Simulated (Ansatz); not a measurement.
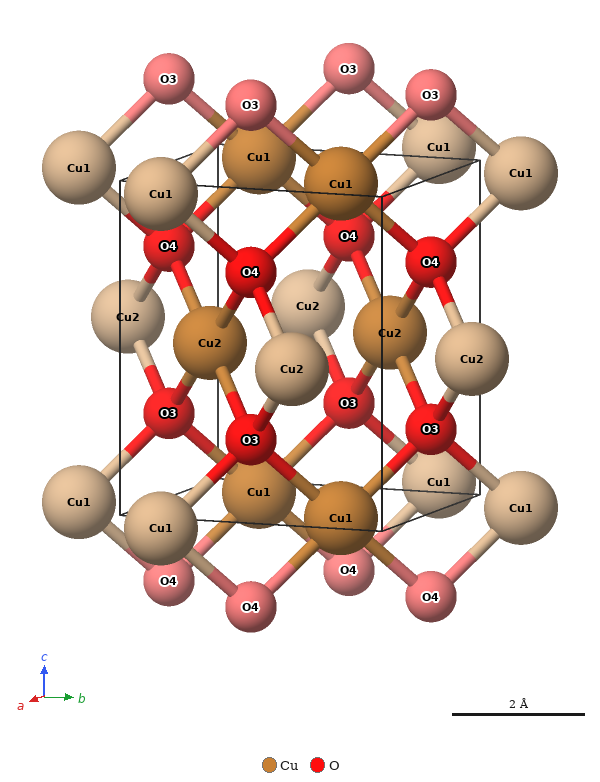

The input geometry of the first run (ball-and-stick view of the cell 2 times as large as that of the calculation, set on its symmetry axes, seen slightly off an axis; neighbours outside the cell are drawn fainter; atoms are numbered from 1 in the order of the input). An atom can appear more than once, as a periodic image. Near neighbours in the periodic cell (some may lie outside the picture): Cu has 4 O at 1.95 Å; O has 4 Cu at 1.95 Å.

**CuO: a changed input and its effect**

System: CuO (Cccm, 4 atoms in the cell).
Method of the first run: DFT r2SCAN, scalar-relativistic, plane waves, PAW, spin-polarised (Ansatz 0.2.0).

The structure derives from a Materials Project entry. Text and figures count atoms from 1; the logs count them from 0 in places.

**Input file, the first run**
```yaml
crystal:
  lattice:
    - [1.990968, -2.15355, 0.0]
    - [1.990968, 2.15355, 0.0]
    - [0.0, 0.0, 5.155928]
  atoms:
    - { symbol: Cu, position: [0.0, 0.5, 0.0], spin: 0.69 }
    - { symbol: Cu, position: [0.5, 0.0, 0.5], spin: 0.69 }
    - { symbol: O, position: [0.5, 0.5, 0.25], spin: 0.36 }
    - { symbol: O, position: [0.5, 0.5, 0.75], spin: 0.36 }
basis:
  ecutwfc: 500
kpoints:
  mp_grid: { grid: [14, 14, 8] }
hamiltonian:
  xc: r2scan
scf:
  occupations: { method: gaussian, width: 0.1 }
output:
  forces: true
  stress: true
  eigenvalues: true
  populations: true
magnetization:
  spin_polarized: true
```

Command:
```bash
ansatz run input.yaml --threads 1 --pin off --max-ram 2560MiB --backend cpu --events-out ev --progress --plain --runs-dir out
```

Hardware: 1 thread of Intel Xeon (Granite Rapids), 32 GiB of memory available, shared host.

**Output, shortened to warnings, some set-up lines, iterations and results (the first run)**
```
Basis set: ecut = 500 eV, 1151 PW (Γ), exchange–correlation on 96×96×160 points (64 copies of the dense FFT grid, shifted against one another)
Symmetry: 8 space group operations
k-points: 285 of 1568
Initial density: superposition of atomic densities (chi_scale 0.1, normalization cell, long waves kept (reshape's long-wave potential 0.00 eV rms))
[...]
SCF iter   1: F=—  HF=-14396.549913 eV  |F-HF|=—  |Δ(HF+E_count)|=         —  Δρ=5.90e-2 (↑3.96e-2 ↓5.90e-2)  dr2=4.87e-1  dr2_τ=2.21e-2  dr2_m=7.11e-1  M=0.841 μB ∫|m|=0.953 …
SCF iter   2: F=—  HF=-14396.850687 eV  |F-HF|=—  |Δ(HF+E_count)|=   3.01e-1  Δρ=3.44e-2 (↑3.44e-2 ↓3.12e-2)  dr2=2.19e-1  dr2_τ=7.70e-3  dr2_m=2.61e-1  M=0.907 μB ∫|m|=1.002 …
SCF iter   3: F=—  HF=-14397.038057 eV  |F-HF|=—  |Δ(HF+E_count)|=   1.87e-1  Δρ=2.44e-2 (↑2.44e-2 ↓2.31e-2)  dr2=1.56e-1  dr2_τ=3.99e-3  dr2_m=1.13e-1  M=0.933 μB ∫|m|=1.026 …
SCF iter   4: F=—  HF=-14397.285365 eV  |F-HF|=—  |Δ(HF+E_count)|=   2.47e-1  Δρ=1.17e-2 (↑6.01e-3 ↓1.17e-2)  dr2=6.90e-2  dr2_τ=5.52e-4  dr2_m=6.55e-3  M=1.081 μB ∫|m|=1.168 …
SCF iter   5: F=—  HF=-14397.294868 eV  |F-HF|=—  |Δ(HF+E_count)|=   9.50e-3  Δρ=8.66e-3 (↑3.90e-3 ↓8.66e-3)  dr2=3.35e-2  dr2_τ=3.24e-4  dr2_m=4.83e-3  M=1.196 μB ∫|m|=1.283 …
[... 11 lines ...]
SCF iter  17: F=—  HF=-14397.388208 eV  |F-HF|=—  |Δ(HF+E_count)|=   1.92e-7  Δρ=5.12e-5 (↑4.28e-5 ↓5.12e-5)  dr2=2.39e-7  dr2_τ=1.20e-8  dr2_m=8.29e-7  M=1.886 μB ∫|m|=2.061 …
SCF iter  18: F=—  HF=-14397.388210 eV  |F-HF|=—  |Δ(HF+E_count)|=   2.26e-6  Δρ=1.12e-5 (↑9.93e-6 ↓1.12e-5)  dr2=8.52e-8  dr2_τ=1.01e-9  dr2_m=6.24e-10  M=1.886 μB …
SCF iter  19: F=—  HF=-14397.388210 eV  |F-HF|=—  |Δ(HF+E_count)|=   1.69e-8  Δρ=3.85e-6 (↑3.58e-6 ↓3.85e-6)  dr2=7.71e-9  dr2_τ=2.21e-10  dr2_m=1.71e-9  M=1.886 μB …
SCF iter  20: F=-14397.388211 eV  HF=-14397.388211 eV  |F-HF|=3.08e-8  |Δ(HF+E_count)|=   1.20e-7  Δρ=2.74e-6 (↑2.74e-6 ↓2.35e-6)  dr2=4.18e-9  dr2_τ=8.83e-11  dr2_m=2.40e-10 …
SCF 1 converged in 20 iterations: F = -14397.388211 eV  dr2 = 4.18e-9
this state was not tested for a lower state beside it, because the mixer in use, unlike msr1, does not test its closes by its own steps (another_mixer; see scf.mixing.algorithm and scf.lower_state_search)
SCF converged after 20 iterations
Magnetization: 1.8863 μB (25.9431 up, 24.0569 down)
Absolute magnetization: 2.0439 μB (∫|ρ↑−ρ↓|, with the PAW one-centre terms)
Spin contamination: 0.0091 ħ² per cell (⟨S²⟩ above its minimum at these occupations)
Per-site moments (μB) at R_I (Å): [(0.6246414069328073, 0.8053693978757361), (0.6246414069328077, 0.8053693978757362), (0.32832523032154287, 0.8053693978757362), (0.3283252303215428, 0.8053693978757361)]
Free energy (F): -14397.388211 eV
Harris-Foulkes:  -14397.388211 eV  (|F-HF|=3.08e-8)
Internal energy: -14397.385222 eV  (E = F + TS)
E sigma→0 (E₀):  -14397.386716 eV
Entropy (-TS):   -0.002988 eV (-0.747 meV/atom)
Fermi energy:    10.612437 eV
--- Per-component energies (eV) ---
  E_band       = -998.146229
  E_kinetic    = 941.886670
  E_local      = -10144.695611  (includes V_loc(G=0)·N_el)
  E_nonlocal   = 880.093915
  E_hartree    = 4392.972896
  E_xc         = -311.309683
  E_vxc        = -455.018647  (∫ρ·V_xc dr)
  E_paw        = -3666.765946  (= ΣΔE_a)
  E_vpaw       = -1036.762803  (= ΣTr[D̂ρ^β])
  E_aug_tail   = 0.002449  (compensation charges beyond the density's cutoff)
  E_vtau       = 30.405891  (kinetic-family band-sum trace: ∫τ·v_τ [+ j·A + Jᵃ·Aᵃ] dr)
  E_ewald      = -6488.903815
  E_core_change = -0.666098  (= ΣΔE_core)
  E_smearing   = -0.002988  (= −TS)
  E_closure    = -0.000000  (closes the sum)
  Σ components = -14397.388211   (vs F -14397.388211, Δ=0.00e0)
--- Forces (eV/Å), atoms counted from 1 ---
  atom   1  Cu     0.00000000     0.00000000     0.00000000
  atom   2  Cu     0.00000000     0.00000000     0.00000000
  atom   3  O      0.00000000     0.00000000    -0.00000000
  atom   4  O      0.00000000    -0.00000000     0.00000000
  max |Σ_I F_I| component: 2.52e-29 eV/Å
--- Stress (GPa, compression-positive) ---
       -3.961803       0.000000      -0.000000
        0.000000      -5.262985      -0.000000
       -0.000000      -0.000000      -3.043346
  P = ⅓ Tr σ = -4.0894 GPa (-40.894 kbar)
--- Löwdin populations: 4 sites ---
  site symbol       q [e]    m [muB]
     0     Cu     17.9059     0.5295
     1     Cu     17.9059     0.5295
     2      O      6.9736     0.4098
     3      O      6.9736     0.4098
  spilling = 0.004821 (of n_electrons = 50.000000)
```

The input of the second run differs as follows (lines with − go, lines with + come):
```diff
-    - { symbol: Cu, position: [0.0, 0.5, 0.0], spin: 0.69 }
-    - { symbol: Cu, position: [0.5, 0.0, 0.5], spin: 0.69 }
-    - { symbol: O, position: [0.5, 0.5, 0.25], spin: 0.36 }
-    - { symbol: O, position: [0.5, 0.5, 0.75], spin: 0.36 }
+    - { symbol: Cu, position: [0.0, 0.5, 0.0], spin: 1.0 }
+    - { symbol: Cu, position: [0.5, 0.0, 0.5], spin: 1.0 }
+    - { symbol: O, position: [0.5, 0.5, 0.25] }
+    - { symbol: O, position: [0.5, 0.5, 0.75] }
-  mp_grid: { grid: [14, 14, 8] }
+  mp_grid: { grid: [6, 6, 4] }
```

How does the second run compare with the first run?

With the same functional and potentials, the second run lies 0.04 meV per atom lower (other lines of the input change too). The SCF takes 25 iterations against 20. The irreducible k-points go from 285 to 39. On the same kind of shared host the second run took about 0.18 times as long.

**Output, shortened to warnings, some set-up lines, iterations and results (the second run)**
```
Basis set: ecut = 500 eV, 1151 PW (Γ), exchange–correlation on 96×96×160 points (64 copies of the dense FFT grid, shifted against one another)
Symmetry: 8 space group operations
k-points: 39 of 144
Initial density: superposition of atomic densities (chi_scale 0.1, normalization cell, long waves kept (reshape's long-wave potential 0.00 eV rms))
[...]
SCF iter   1: F=—  HF=-14396.349533 eV  |F-HF|=—  |Δ(HF+E_count)|=         —  Δρ=8.34e-2 (↑6.34e-2 ↓8.34e-2)  dr2=4.25e-1  dr2_τ=3.52e-2  dr2_m=1.93e0  M=0.741 μB ∫|m|=0.812 …
SCF iter   2: F=—  HF=-14396.756327 eV  |F-HF|=—  |Δ(HF+E_count)|=   4.07e-1  Δρ=5.26e-2 (↑5.26e-2 ↓4.48e-2)  dr2=2.26e-1  dr2_τ=1.13e-2  dr2_m=7.87e-1  M=0.871 μB ∫|m|=0.933 …
SCF iter   3: F=—  HF=-14396.981578 eV  |F-HF|=—  |Δ(HF+E_count)|=   2.25e-1  Δρ=3.75e-2 (↑3.75e-2 ↓3.20e-2)  dr2=1.61e-1  dr2_τ=6.31e-3  dr2_m=3.75e-1  M=0.920 μB ∫|m|=0.983 …
SCF iter   4: F=—  HF=-14397.228811 eV  |F-HF|=—  |Δ(HF+E_count)|=   2.47e-1  Δρ=2.19e-2 (↑2.19e-2 ↓1.31e-2)  dr2=3.73e-2  dr2_τ=2.00e-3  dr2_m=1.21e-1  M=1.063 μB ∫|m|=1.128 …
SCF iter   5: F=—  HF=-14397.259540 eV  |F-HF|=—  |Δ(HF+E_count)|=   3.07e-2  Δρ=1.43e-2 (↑1.43e-2 ↓9.22e-3)  dr2=2.23e-2  dr2_τ=1.16e-3  dr2_m=5.25e-2  M=1.158 μB ∫|m|=1.225 …
[... 16 lines ...]
SCF iter  22: F=—  HF=-14397.388353 eV  |F-HF|=—  |Δ(HF+E_count)|=   4.55e-5  Δρ=2.80e-5 (↑2.80e-5 ↓2.52e-5)  dr2=3.06e-7  dr2_τ=5.57e-9  dr2_m=1.40e-7  M=1.884 μB ∫|m|=2.059 …
SCF iter  23: F=—  HF=-14397.388354 eV  |F-HF|=—  |Δ(HF+E_count)|=   1.76e-7  Δρ=4.59e-5 (↑3.36e-5 ↓4.59e-5)  dr2=2.12e-7  dr2_τ=7.78e-9  dr2_m=5.79e-7  M=1.884 μB ∫|m|=2.059 …
SCF iter  24: F=—  HF=-14397.388354 eV  |F-HF|=—  |Δ(HF+E_count)|=   1.34e-7  Δρ=1.11e-5 (↑1.06e-5 ↓1.11e-5)  dr2=1.36e-8  dr2_τ=1.09e-9  dr2_m=4.21e-8  M=1.883 μB ∫|m|=2.058 …
SCF iter  25: F=-14397.388354 eV  HF=-14397.388354 eV  |F-HF|=2.01e-8  |Δ(HF+E_count)|=   1.17e-7  Δρ=2.68e-6 (↑2.37e-6 ↓2.68e-6)  dr2=2.92e-9  dr2_τ=8.31e-11  dr2_m=1.16e-10 …
SCF 1 converged in 25 iterations: F = -14397.388354 eV  dr2 = 2.92e-9
this state was not tested for a lower state beside it, because the mixer in use, unlike msr1, does not test its closes by its own steps (another_mixer; see scf.mixing.algorithm and scf.lower_state_search)
SCF converged after 25 iterations
Magnetization: 1.8835 μB (25.9418 up, 24.0582 down)
Absolute magnetization: 2.0403 μB (∫|ρ↑−ρ↓|, with the PAW one-centre terms)
Spin contamination: 0.0090 ħ² per cell (⟨S²⟩ above its minimum at these occupations)
Per-site moments (μB) at R_I (Å): [(0.6241525522690471, 0.8053693978757361), (0.6241525522690472, 0.8053693978757362), (0.32724101206337247, 0.8053693978757362), (0.32724101206337225, 0.8053693978757361)]
Free energy (F): -14397.388354 eV
Harris-Foulkes:  -14397.388354 eV  (|F-HF|=2.01e-8)
Internal energy: -14397.385287 eV  (E = F + TS)
E sigma→0 (E₀):  -14397.386820 eV
Entropy (-TS):   -0.003067 eV (-0.767 meV/atom)
Fermi energy:    10.626744 eV
--- Per-component energies (eV) ---
  E_band       = -998.108644
  E_kinetic    = 941.890657
  E_local      = -10144.752360  (includes V_loc(G=0)·N_el)
  E_nonlocal   = 880.109633
  E_hartree    = 4393.022379
  E_xc         = -311.309991
  E_vxc        = -455.019484  (∫ρ·V_xc dr)
  E_paw        = -3666.778140  (= ΣΔE_a)
  E_vpaw       = -1036.787705  (= ΣTr[D̂ρ^β])
  E_aug_tail   = 0.002449  (compensation charges beyond the density's cutoff)
  E_vtau       = 30.406123  (kinetic-family band-sum trace: ∫τ·v_τ [+ j·A + Jᵃ·Aᵃ] dr)
  E_ewald      = -6488.903815
  E_core_change = -0.666098  (= ΣΔE_core)
  E_smearing   = -0.003067  (= −TS)
  E_closure    = -0.000000  (closes the sum)
  Σ components = -14397.388354   (vs F -14397.388354, Δ=0.00e0)
--- Forces (eV/Å), atoms counted from 1 ---
  atom   1  Cu     0.00000000     0.00000000     0.00000000
  atom   2  Cu     0.00000000     0.00000000     0.00000000
  atom   3  O      0.00000000     0.00000000    -0.00000000
  atom   4  O      0.00000000    -0.00000000     0.00000000
  max |Σ_I F_I| component: 2.52e-29 eV/Å
--- Stress (GPa, compression-positive) ---
       -3.953719       0.000000      -0.000000
        0.000000      -5.227500      -0.000000
       -0.000000      -0.000000      -3.069955
  P = ⅓ Tr σ = -4.0837 GPa (-40.837 kbar)
--- Löwdin populations: 4 sites ---
  site symbol       q [e]    m [muB]
     0     Cu     17.9060     0.5292
     1     Cu     17.9060     0.5292
     2      O      6.9736     0.4086
     3      O      6.9736     0.4086
  spilling = 0.004815 (of n_electrons = 50.000000)
```

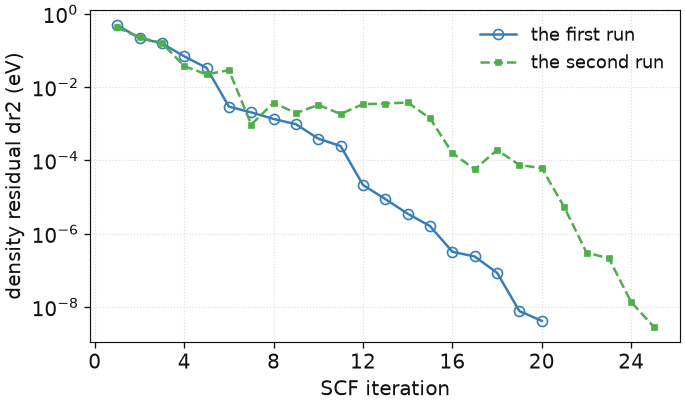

Convergence of the two runs: density residual dr2 against the SCF iteration. The first run takes 20 iterations in all, and the second run takes 25.

**The two runs side by side**

| quantity | the first run | the second run |
| --- | --- | --- |
| outcome | converged | converged |
| free energy per atom (eV) | −3599.3471 | −3599.3471 |
| energy per atom, smearing taken to zero (eV) | −3599.3467 | −3599.3467 |
| gap on the mesh (eV) | 0.00 | 0.00 |
| net moment of the cell (μB) | 1.89 | 1.88 |
| absolute moment of the cell (μB) | 2.04 | 2.04 |
| pressure (GPa) | −4.09 | −4.08 |
| largest force (eV/Å) | 0.000 | 0.000 |
| SCF iterations | 20 | 25 |
| irreducible k-points | 285 | 39 |
| plane waves at Γ | 1151 | 1151 |
| wall time (shared host) | 80 s | 15 s |

For both runs: The electronic state found may not be the lowest one. Warnings: the state was not tested for a lower one.
